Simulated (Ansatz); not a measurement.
## Geometry relaxation, with input and output: Al8HO (part 1 of 2)

Al8HO (slab, 10 atoms in the cell), computed with DFT PBEsol, scalar-relativistic, plane waves, PAW, no spin polarisation (Ansatz 0.2.0).

The structure derives from a Materials Project entry. The input holds or restrains some coordinates. Forces given for the steps count only the free coordinates. It belongs to a series of runs on one base structure; here: OH put at a hollow Al-Al-Al site.

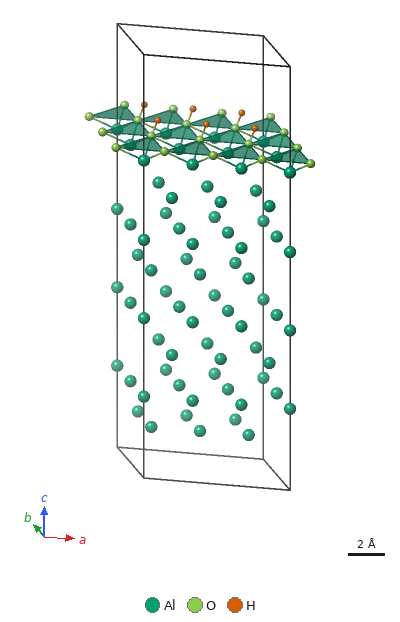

**Figure 1.** The input geometry (polyhedral view of the 3 × 2 repeat of the cell, with the vacuum cut short, seen slightly off an axis; polyhedra are completed across the faces of the cell). An atom can appear more than once, as a periodic image.

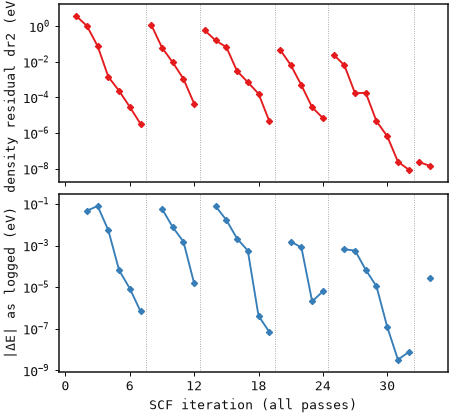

**Figure 2.** Convergence of the self-consistent field: density residual dr2 and size of the energy change against the SCF iteration. The dotted lines part the SCF passes of the relaxation: geometry steps, rejected trials and re-solves on a re-selected basis. The 6 passes take 2 to 8 iterations each, 34 in all.

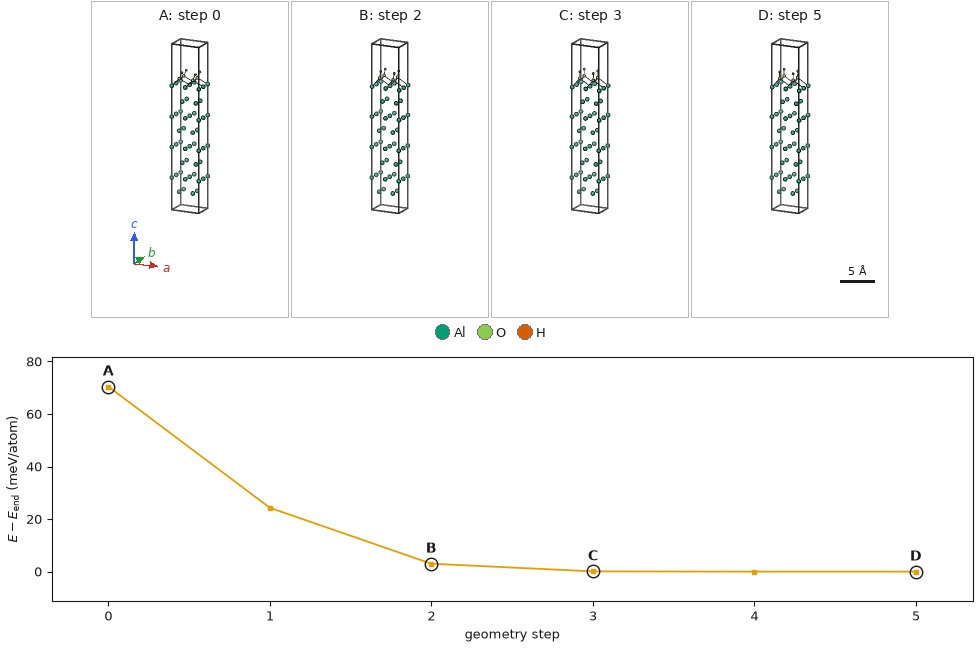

**Figure 3.** Frames of the restrained relaxation (ball-and-stick view of the 2 × 2 repeat of the cell, with the vacuum cut short, seen slightly off an axis) above the curves, on which the letters mark them (the first geometry is step 0 here and step 1 in the log).

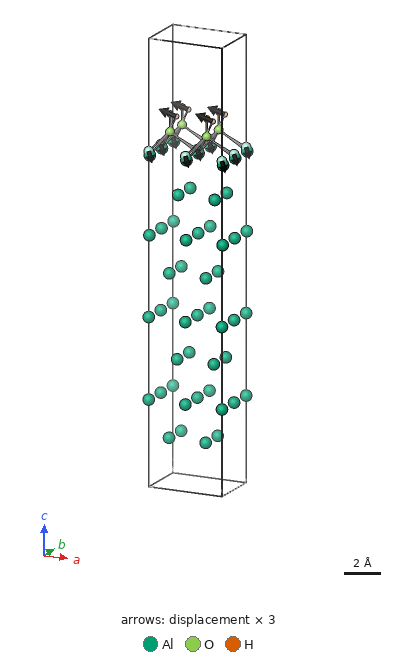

**Figure 4.** Start (faint) and end (solid) with the displacements as black arrows, magnified 3 times (ball-and-stick view of the 2 × 2 repeat of the cell, with the vacuum cut short, seen slightly off an axis). The energy falls by 70.5 meV per atom in 5 geometry steps. Largest force component: 4.1 eV/Å at the start, 0.014 eV/Å at the end. H10 moves most: 0.36 Å. Largest moves by element: H 0.36 Å, Al 0.24 Å, O 0.07 Å. The cell stays as it was. Among the contacts that change: Al8–O9 1.878 → 2.014 Å, O9–H10 0.967 → 0.998 Å. Among the angles that change: Al8–O9–H10 95.2° → 125.5°, O9–Al8–O9 98.1° → 89.5°, Al8–O9–Al8 98.1° → 89.5°. (Atoms are counted from 1 in the order of the input.)

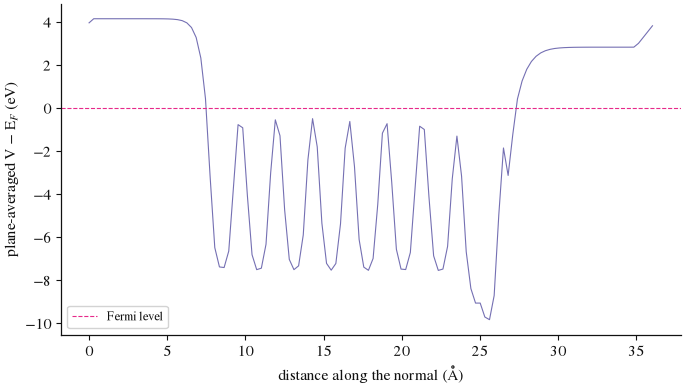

**Figure 5.** Plane average of the electrostatic potential energy of an electron across the cell, from the Fermi level. The vacuum level lies 2.82 eV above the Fermi level on the upper side and 4.14 eV on the lower.

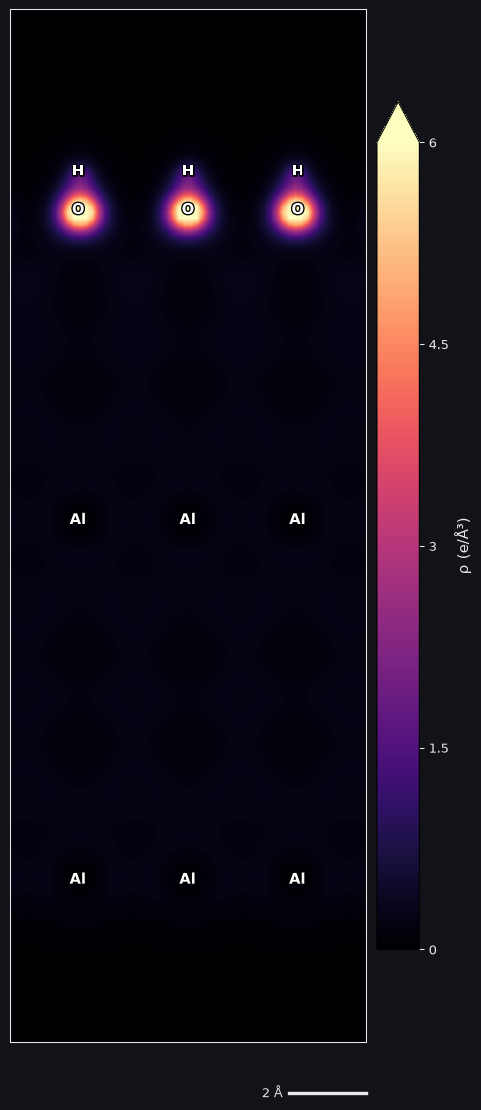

**Figure 6.** Valence electron density on the (100) plane of the calculation cell, a cut from vacuum to vacuum. The section cuts through Al, O and H sites. O–H (1.00 Å): ρ is about 3.5 e/Å³ halfway. The density dies away to nearly zero in the vacuum. In a PAW calculation such maps are meaningful between the atoms, not at the nuclei.

The input that produced these results follows, with the program's output.

The input:
```yaml
crystal:
  lattice:
    - [2.8362844922, 0.0, 0.0]
    - [-1.4181422461, 2.4562944226, 0.0]
    - [0.0, 0.0, 36.1937615421]
  atoms:
    - { symbol: Al, position: [0.3333333333, 0.6666666667, 0.2348471018] }
    - { symbol: Al, position: [0.0, 0.0, 0.2992376836] }
    - { symbol: Al, position: [0.6666666667, 0.3333333333, 0.3636282653] }
    - { symbol: Al, position: [0.0, 0.0, 0.4280188471] }
    - { symbol: Al, position: [0.3333333333, 0.6666666667, 0.4918984047] }
    - { symbol: Al, position: [0.0, 0.0, 0.5565679947] }
    - { symbol: Al, position: [0.6666666667, 0.3333333333, 0.6213095404] }
    - { symbol: Al, position: [0.0, 0.0, 0.6870105253] }
    - { symbol: O, position: [0.3333333333, 0.6666666667, 0.7124292704] }
    - { symbol: H, position: [0.4937907287, 0.7709662922, 0.7367428527] }
basis:
  ecutwfc: 420
kpoints:
  mp_grid: { grid: [12, 12, 1] }
hamiltonian:
  xc: pbesol
scf:
  occupations: { method: gaussian, width: 0.1 }
output:
  forces: true
  eigenvalues: true
  write_density: true
  write_potential: true
  elf: true
  volumetric_format: npy
relax:
  adjacent_minimum: "off"
  f_tol: 0.03
  max_steps: 70
  constraints: [{ sites: [0, 1, 2, 3] }]
efield:
  axis: 3
  dipole_correction: true
  ramp_width: 0.04
```

Command:
```bash
ansatz run input.yaml --threads 2 --pin off --max-ram 5120MiB --backend cpu --events-out ev --progress --plain --runs-dir out
```

The program's output:
```
Engine: ansatz 0.2.0, x86_64-unknown-linux-gnu
Pseudopotentials: kind: paw
Pseudopotential: Al, paw, valence charge 3, recommended cutoff 420 eV (normal), Al.paw.azcp
Pseudopotential: O, paw, valence charge 6, recommended cutoff 420 eV (normal), O.paw.azcp
Pseudopotential: H, paw, valence charge 1, recommended cutoff 420 eV (normal), H.paw.azcp
Functional definition: PBEsol
  exchange = pbesol_x
  correlation = pbesol_c
Crystal: 10 atoms, lattice volume = 252.153 Å³
Basis set: ecut = 420 eV, 4957 PW (Γ), exchange–correlation on 40×40×486 points (8 copies of the dense FFT grid, shifted against one another)
Bands: 26, of which v1, the nominal top of the filled ones, is band 16 counted from 1 (15 counted from 0)
Symmetry: 1 space group operations
Space group: P1 (ITA 1), of the structure as read, at distance tolerance 6.3e-5 Å
k-points: 74 of 144 (time reversal used)
Non-local potential: Al, projectors of the file, l = 0: 2, l = 1: 2, l = 2: 1
Non-local potential: O, projectors of the file, l = 0: 2, l = 1: 2, l = 2: 1
Non-local potential: H, projectors of the file, l = 0: 2, l = 1: 1
PAW form: soft (Blöchl's): semilocal exchange-correlation on the pseudo side does not see the compensation charge
PAW frozen core: Al, regenerated for the run's functional, and the local potential with it (the file was generated under x = pbe(κ = 0.804, μ = 0.2195149727645171), c = pbe(β = 0.06672455060314922))
PAW frozen core: O, regenerated for the run's functional, and the local potential with it (the file was generated under x = pbe(κ = 0.804, μ = 0.2195149727645171), c = pbe(β = 0.06672455060314922))
PAW one-centre angular grid: Al, 110 points (default); XC on 64 Gauss nodes
PAW one-centre angular grid: O, 110 points (default); XC on 64 Gauss nodes
PAW one-centre angular grid: H, 110 points (default); XC on 64 Gauss nodes
Initial density: superposition of atomic densities (neutral atoms: chi_scale 0, normalization atom), corrected by the library's trained network
Initial wavefunctions: pseudopotential atomic-orbital guess
Functional: x = pbesol(κ = 0.804, μ = 0.12345679012345678), c = pbesol(β = 0.046)
SCF iter   1: F=—  HF=-4772.322772 eV  |F-HF|=—  |Δ(HF+E_count)|=         —  Δρ=7.29e-3  dr2=3.78e0  ethr=1.77e-3  p=0.086 e·Å  D=6.17e-2 V/Å  ΔV_dip=-2.23 eV  dr2_dipole=6.47e-1  V_vac-E_F(+/−)=1.83/4.07 eV  ⟨swp⟩=10.9  Hψ=14527  notcnv=0  defer=8
efield: sawtooth ramp at fractional position 0.9658 (placed from the atoms, in the widest stretch of the axis that holds none; the zero of the levels goes with the place), width 0.0400; the density the first Hamiltonian is built on has a dipole p = 0.086 e·Å; the dipole correction subtracts the counter field D = 6.17e-2 V/Å, which shifts the + side's vacuum level by -2.23 eV against the − side's; the planar-averaged density in the ramp window peaks in size at 7.7e-6 e/Å³
preconditioner: auto → LDOS  [metal: Δε(μ)=0.045 eV  Ē_g=8.244 eV  σ=0.100 eV  W_gap=0.24  n_scr=22 (ndim 8)  ℏωp=12.6 eV  f_vac=0.393  D(μ)=2.74/eV (n_scr^D=16)  β→1.0]
SCF iter   2: F=—  HF=-4772.275683 eV  |F-HF|=—  |Δ(HF+E_count)|=   4.71e-2  Δρ=6.25e-3  dr2=1.04e0  ethr=1.77e-3  p=-0.005 e·Å  D=-3.37e-3 V/Å  ΔV_dip=0.12 eV  dr2_dipole=5.46e-1  V_vac-E_F(+/−)=4.13/4.01 eV  ⟨swp⟩=2.8  Hψ=4182  notcnv=0  defer=271
SCF iter   3: F=—  HF=-4772.197131 eV  |F-HF|=—  |Δ(HF+E_count)|=   7.86e-2  Δρ=1.66e-3  dr2=7.65e-2  ethr=1.77e-3  p=0.039 e·Å  D=2.81e-2 V/Å  ΔV_dip=-1.02 eV  dr2_dipole=4.06e-2  V_vac-E_F(+/−)=3.12/4.14 eV  ⟨swp⟩=2.5  Hψ=3535  notcnv=0  defer=278
SCF iter   4: F=—  HF=-4772.191812 eV  |F-HF|=—  |Δ(HF+E_count)|=   5.32e-3  Δρ=3.39e-4  dr2=1.43e-3  ethr=2.47e-4  p=0.032 e·Å  D=2.28e-2 V/Å  ΔV_dip=-0.82 eV  dr2_dipole=5.63e-4  V_vac-E_F(+/−)=3.32/4.15 eV  ⟨swp⟩=1.3  Hψ=1765  notcnv=0  defer=289
SCF iter   5: F=—  HF=-4772.191747 eV  |F-HF|=—  |Δ(HF+E_count)|=   6.52e-5  Δρ=1.29e-4  dr2=2.35e-4  ethr=4.61e-6  p=0.031 e·Å  D=2.25e-2 V/Å  ΔV_dip=-0.82 eV  dr2_dipole=1.15e-4  V_vac-E_F(+/−)=3.35/4.16 eV  ⟨swp⟩=2.2  Hψ=3135  notcnv=0  defer=289
SCF iter   6: F=—  HF=-4772.191739 eV  |F-HF|=—  |Δ(HF+E_count)|=   8.60e-6  Δρ=4.63e-5  dr2=2.93e-5  ethr=7.59e-7  p=0.032 e·Å  D=2.27e-2 V/Å  ΔV_dip=-0.82 eV  dr2_dipole=9.44e-6  V_vac-E_F(+/−)=3.34/4.16 eV  ⟨swp⟩=1.1  Hψ=1660  notcnv=0  defer=288
SCF iter   7: F=-4772.191732 eV  HF=-4772.191738 eV  |F-HF|=5.39e-6  |Δ(HF+E_count)|=   6.86e-7  Δρ=1.55e-5  dr2=3.28e-6  ethr=7.26e-8  p=0.032 e·Å  D=2.26e-2 V/Å  ΔV_dip=-0.82 eV  dr2_dipole=2.50e-6  V_vac-E_F(+/−)=3.35/4.16 eV  ⟨swp⟩=26.1  Hψ=21647  notcnv=0
SCF 1 converged in 7 iterations: F = -4772.191732 eV  dr2 = 3.28e-6
  Residual-converged pass: ⟨swp⟩=1.0  Hψ=2222  notcnv=0  max |occ|·‖R‖ = 7.0e-9 eV (tolerance 1.0e-8 eV)  dr2=3.28e-6  dr2_onsite=1.75e-8  max |Δocc| = 2.4e-10
  greatest PAW one-centre occupation: 0.877 electrons in one spin orbital (limit 2), on the O atom at site 8 (counted from 0), in its partial waves of l = 0
relax step   1: F+E_penalty+E_count = -4772.19173249 eV  Δ(F+E_penalty+E_count) = +0.000e0 eV  max|allowed force component| = 4.059e0 eV/Å  Δτ_max = 0.0000 Å  (7 SCF iters, dr2 threshold 2.25e-5 eV, accepted)
Initial density: handed on by an earlier stage of this run
Initial wavefunctions: those handed on with the density
SCF iter   1: F=—  HF=-4772.720739 eV  |F-HF|=—  |Δ(HF+E_count)|=         —  Δρ=8.50e-3  dr2=1.19e0  ethr=3.10e-3  p=0.032 e·Å  D=2.26e-2 V/Å  ΔV_dip=-0.82 eV  dr2_dipole=4.54e-1  V_vac-E_F(+/−)=3.39/4.21 eV  ⟨swp⟩=4.3  Hψ=7101  notcnv=0  defer=169
efield: sawtooth ramp at fractional position 0.9658 (handed on by an earlier solve), width 0.0400; the density the first Hamiltonian is built on has a dipole p = 0.032 e·Å; the dipole correction subtracts the counter field D = 2.26e-2 V/Å, which shifts the + side's vacuum level by -0.82 eV against the − side's; the planar-averaged density in the ramp window peaks in size at 2.2e-6 e/Å³
preconditioner: auto → LDOS  [metal: Δε(μ)=0.002 eV  Ē_g=8.312 eV  σ=0.100 eV  W_gap=0.01  n_scr=22 (ndim 8)  ℏωp=12.6 eV  f_vac=0.383  D(μ)=4.09/eV (n_scr^D=18)  β→1.0]
SCF iter   2: F=—  HF=-4772.662609 eV  |F-HF|=—  |Δ(HF+E_count)|=   5.81e-2  Δρ=2.73e-3  dr2=6.34e-2  ethr=3.10e-3  p=0.032 e·Å  D=2.31e-2 V/Å  ΔV_dip=-0.83 eV  dr2_dipole=1.94e-2  V_vac-E_F(+/−)=3.34/4.17 eV  ⟨swp⟩=2.1  Hψ=3109  notcnv=0  defer=225
SCF iter   3: F=—  HF=-4772.654963 eV  |F-HF|=—  |Δ(HF+E_count)|=   7.65e-3  Δρ=1.36e-3  dr2=9.31e-3  ethr=2.05e-4  p=0.032 e·Å  D=2.32e-2 V/Å  ΔV_dip=-0.84 eV  dr2_dipole=4.54e-5  V_vac-E_F(+/−)=3.32/4.16 eV  ⟨swp⟩=2.0  Hψ=3098  notcnv=0  defer=283
SCF iter   4: F=—  HF=-4772.653437 eV  |F-HF|=—  |Δ(HF+E_count)|=   1.53e-3  Δρ=1.83e-4  dr2=1.11e-3  ethr=3.00e-5  p=0.033 e·Å  D=2.38e-2 V/Å  ΔV_dip=-0.86 eV  dr2_dipole=4.98e-4  V_vac-E_F(+/−)=3.29/4.15 eV  ⟨swp⟩=2.1  Hψ=2801  notcnv=0  defer=283
SCF iter   5: F=-4772.653390 eV  HF=-4772.653422 eV  |F-HF|=3.13e-5  |Δ(HF+E_count)|=   1.51e-5  Δρ=7.70e-5  dr2=4.44e-5  ethr=3.23e-7  p=0.034 e·Å  D=2.43e-2 V/Å  ΔV_dip=-0.88 eV  dr2_dipole=1.56e-5  V_vac-E_F(+/−)=3.27/4.15 eV  ⟨swp⟩=23.8  Hψ=23258  notcnv=0
SCF 2 converged in 5 iterations: F = -4772.653390 eV  dr2 = 4.44e-5
  Residual-converged pass: ⟨swp⟩=1.0  Hψ=2222  notcnv=0  max |occ|·‖R‖ = 7.1e-9 eV (tolerance 1.0e-8 eV)  dr2=4.44e-5  dr2_onsite=6.44e-7  max |Δocc| = 2.6e-10
  greatest PAW one-centre occupation: 0.870 electrons in one spin orbital (limit 2), on the O atom at site 8 (counted from 0), in its partial waves of l = 0
relax step   2: F+E_penalty+E_count = -4772.65339038 eV  Δ(F+E_penalty+E_count) = -4.617e-1 eV  max|allowed force component| = 1.544e0 eV/Å  Δτ_max = 0.1923 Å  (5 SCF iters, dr2 threshold 1.00e-4 eV, accepted)
iter 1 solved again at ethr=1.77e-3 eV; its pass at ethr=3.10e-3 eV (dr2=5.49e-1 eV) is discarded
SCF iter   1: F=—  HF=-4772.963372 eV  |F-HF|=—  |Δ(HF+E_count)|=         —  Δρ=1.44e-2  dr2=5.76e-1  ethr=1.77e-3  p=0.034 e·Å  D=2.43e-2 V/Å  ΔV_dip=-0.88 eV  dr2_dipole=1.67e-1  V_vac-E_F(+/−)=3.30/4.18 eV  ⟨swp⟩=1.0  Hψ=9727  notcnv=0  defer=224
efield: sawtooth ramp at fractional position 0.9658 (handed on by an earlier solve), width 0.0400; the density the first Hamiltonian is built on has a dipole p = 0.034 e·Å; the dipole correction subtracts the counter field D = 2.43e-2 V/Å, which shifts the + side's vacuum level by -0.88 eV against the − side's; the planar-averaged density in the ramp window peaks in size at 1.3e-6 e/Å³
preconditioner: auto → LDOS  [metal: Δε(μ)=0.022 eV  Ē_g=8.217 eV  σ=0.100 eV  W_gap=0.12  n_scr=22 (ndim 8)  ℏωp=12.6 eV  f_vac=0.381  D(μ)=4.34/eV (n_scr^D=20)  β→1.0]
SCF iter   2: F=—  HF=-4772.885915 eV  |F-HF|=—  |Δ(HF+E_count)|=   7.75e-2  Δρ=4.10e-3  dr2=1.58e-1  ethr=1.77e-3  p=0.036 e·Å  D=2.58e-2 V/Å  ΔV_dip=-0.93 eV  dr2_dipole=5.98e-2  V_vac-E_F(+/−)=3.23/4.16 eV  ⟨swp⟩=2.6  Hψ=3226  notcnv=0  defer=224
SCF iter   3: F=—  HF=-4772.869070 eV  |F-HF|=—  |Δ(HF+E_count)|=   1.68e-2  Δρ=1.50e-3  dr2=6.71e-2  ethr=5.09e-4  p=0.056 e·Å  D=4.03e-2 V/Å  ΔV_dip=-1.46 eV  dr2_dipole=5.79e-2  V_vac-E_F(+/−)=2.70/4.16 eV  ⟨swp⟩=2.2  Hψ=3732  notcnv=0  defer=288
SCF iter   4: F=—  HF=-4772.866919 eV  |F-HF|=—  |Δ(HF+E_count)|=   2.15e-3  Δρ=8.78e-4  dr2=3.03e-3  ethr=2.17e-4  p=0.051 e·Å  D=3.64e-2 V/Å  ΔV_dip=-1.32 eV  dr2_dipole=5.66e-4  V_vac-E_F(+/−)=2.83/4.15 eV  ⟨swp⟩=1.1  Hψ=1722  notcnv=0  defer=292
SCF iter   5: F=—  HF=-4772.866348 eV  |F-HF|=—  |Δ(HF+E_count)|=   5.71e-4  Δρ=2.23e-4  dr2=7.19e-4  ethr=9.77e-6  p=0.050 e·Å  D=3.56e-2 V/Å  ΔV_dip=-1.29 eV  dr2_dipole=4.09e-4  V_vac-E_F(+/−)=2.86/4.15 eV  ⟨swp⟩=2.0  Hψ=2418  notcnv=0  defer=292
SCF iter   6: F=—  HF=-4772.866348 eV  |F-HF|=—  |Δ(HF+E_count)|=   4.22e-7  Δρ=1.19e-4  dr2=1.62e-4  ethr=2.32e-6  p=0.050 e·Å  D=3.57e-2 V/Å  ΔV_dip=-1.29 eV  dr2_dipole=9.28e-5  V_vac-E_F(+/−)=2.85/4.14 eV  ⟨swp⟩=1.2  Hψ=1734  notcnv=0  defer=288
SCF iter   7: F=-4772.866345 eV  HF=-4772.866348 eV  |F-HF|=3.04e-6  |Δ(HF+E_count)|=   7.10e-8  Δρ=2.81e-5  dr2=4.78e-6  ethr=3.23e-7  p=0.050 e·Å  D=3.58e-2 V/Å  ΔV_dip=-1.30 eV  dr2_dipole=1.35e-6  V_vac-E_F(+/−)=2.85/4.14 eV  ⟨swp⟩=23.3  Hψ=21212  notcnv=0
SCF 3 converged in 7 iterations: F = -4772.866345 eV  dr2 = 4.78e-6
  Residual-converged pass: ⟨swp⟩=1.0  Hψ=2220  notcnv=0  max |occ|·‖R‖ = 7.1e-9 eV (tolerance 1.0e-8 eV)  dr2=4.78e-6  dr2_onsite=7.93e-8  max |Δocc| = 1.7e-10
  greatest PAW one-centre occupation: 0.867 electrons in one spin orbital (limit 2), on the O atom at site 8 (counted from 0), in its partial waves of l = 0
relax step   3: F+E_penalty+E_count = -4772.86634462 eV  Δ(F+E_penalty+E_count) = -2.130e-1 eV  max|allowed force component| = 4.669e-1 eV/Å  Δτ_max = 0.2000 Å  (7 SCF iters, dr2 threshold 1.00e-4 eV, accepted)
iter 1 solved again at ethr=1.33e-4 eV; its pass at ethr=3.10e-3 eV (dr2=4.11e-2 eV) is discarded
```
